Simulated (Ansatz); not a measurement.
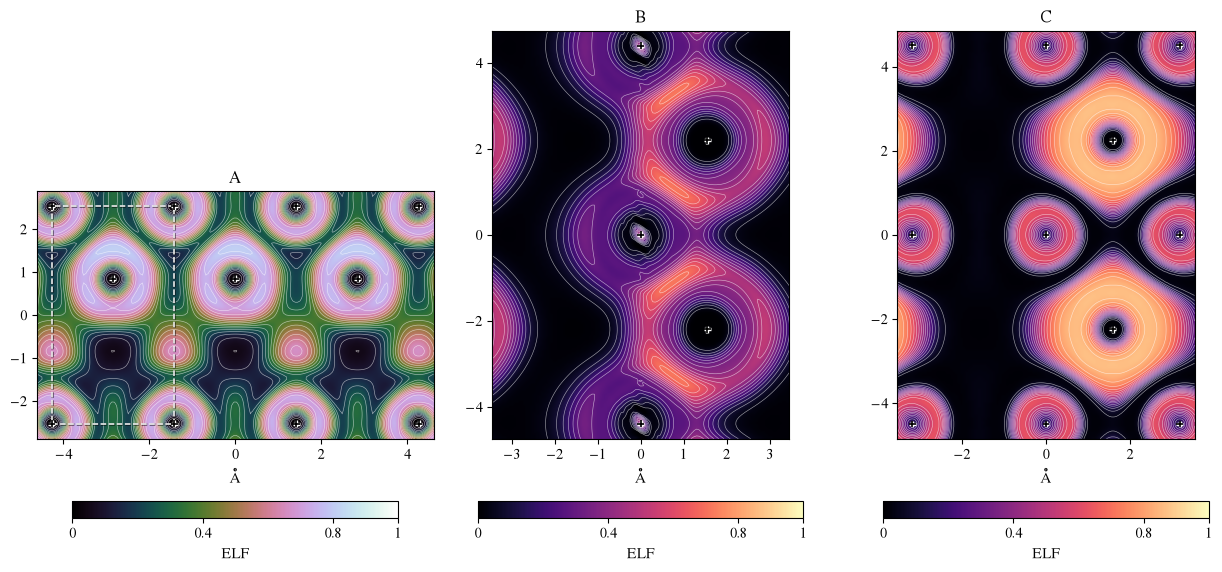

The electron localisation function of 3 systems, each on a plane through atoms (crosses mark nuclei in the plane).

The calculation used DFT PBE, scalar-relativistic, plane waves, PAW (Ansatz).

System 1: WC, the (110) plane of the conventional cell. Space group P-6m2.

```
W C
1.0
     2.92168    0.00000    0.00000
    -1.46084    2.53025    0.00000
     0.00000    0.00000    2.84705
W C
1 1
Direct
  0.00000 0.00000 0.00000
  0.66667 0.33333 0.50000
```

System 2: GaSb, the (011) plane of the conventional cell. Space group F-43m.

```
CELL_PARAMETERS angstrom
6.21561 0.00000 0.00000
0.00000 0.00000 -6.21561
0.00000 6.21561 0.00000
ATOMIC_POSITIONS crystal
Ga 0.50000 0.50000 0.00000
Ga 0.00000 0.50000 0.50000
Ga 0.00000 0.00000 0.00000
Ga 0.50000 0.00000 0.50000
Sb 0.25000 0.75000 0.25000
Sb 0.75000 0.75000 0.75000
Sb 0.75000 0.25000 0.25000
Sb 0.25000 0.25000 0.75000
```

System 3: Na₂S, the (110) plane of the conventional cell. Space group Fm-3m; changed on purpose from its base cell (volume × 0.91); computed pressure about 3 GPa in this cell.

**Which map belongs to which system?**

Panel A is system 1, WC: the plane holds W and C. W–C (2.21 Å): the ELF peaks at about 0.80 in the valence shell of C, 0.7 Å from its nucleus, and is about 0.30 at the midpoint. Panel B is system 2, GaSb: the plane holds Ga and Sb. Ga–Sb (2.69 Å): the ELF peaks at about 0.70 between the atoms. Panel C is system 3, Na₂S: the plane holds Na and S. Na–S (2.76 Å): the ELF peaks at about 0.85 in the valence shell of S, 0.9 Å from its nucleus, and falls to about 0 next to Na: a closed-shell, largely ionic contact.
